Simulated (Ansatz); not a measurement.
A structure file:

```cif
data_structure
_symmetry_space_group_name_H-M 'P 2/m'
_symmetry_Int_Tables_number 10
_cell_length_a 3.2384
_cell_length_b 3.2216
_cell_length_c 6.4444
_cell_angle_alpha 90.000
_cell_angle_beta 90.715
_cell_angle_gamma 90.000
_cell_volume 67.23
loop_
_atom_site_label
_atom_site_type_symbol
_atom_site_symmetry_multiplicity
_atom_site_Wyckoff_symbol
_atom_site_fract_x
_atom_site_fract_y
_atom_site_fract_z
_atom_site_occupancy
Bi1 Bi 2 m 0.45575 0.00000 0.25042 1
```

Q: What does this file describe?

A: The element is bismuth. The space group is P2/m (No. 10); the lattice is primitive monoclinic. The cell holds two atoms. The neighbours of Bi are six Bi in an octahedral arrangement at 3.22 to 3.24 Å. The bonds build a three-dimensional framework.

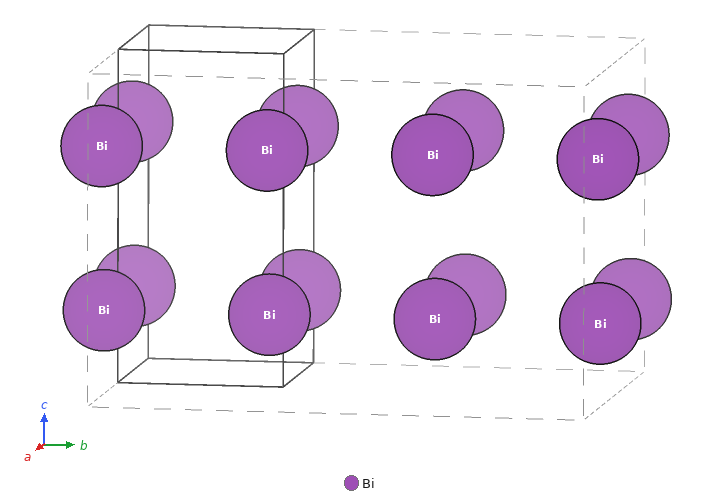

Structure drawing (spheres-only), viewed slightly off an axis. A 2×3×1 array of cells is drawn; the conventional unit cell has the solid edges. Colours: bismuth purple.

It goes back to a structure listed in the Materials Project. Earlier steps of the study may have refined or changed the cell and positions. An electronic-structure calculation with Ansatz was run on it.
